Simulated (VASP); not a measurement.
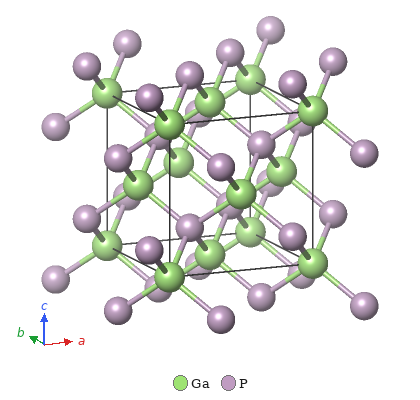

GaP, space group F-43m (No. 216), a = 5.470 Å, b = 5.470 Å, c = 5.470 Å, α = 90.00°, β = 90.00°, γ = 90.00°. Source: the geometry relaxed with VASP Kohn-Sham DFT of a periodic cell, TPSSh, VASP PAW PBE potentials, recommended in VASP. Forms under 0.4 % of the area are left out. Forms are taken in the Laue class: a face and its opposite count as one form.

Q: Which faces does the BFDH rule predict for this crystal?

A: The forms computed, by share of the surface:

| form | faces | d (Å) | share of area (%) |
| --- | --- | --- | --- |
| {111} | 8 | 3.158 | 77.6 |
| {200} | 6 | 2.735 | 22.4 |

The crystal is roughly equant (blocky). Widths along a, b and c stand as 1.00 : 1.00 : 1.00.

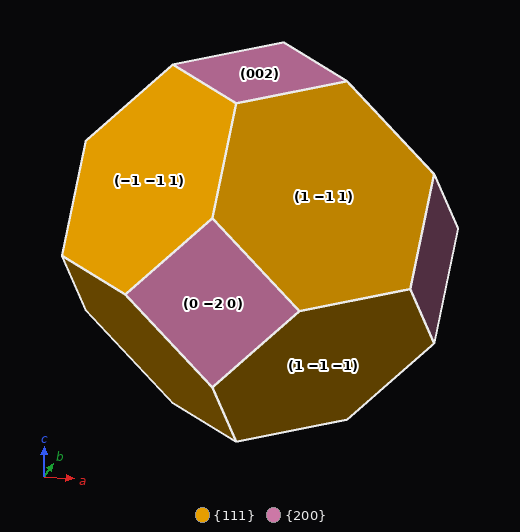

The computed shape, faces indexed. The rule is geometric and ignores bonding and growth conditions.
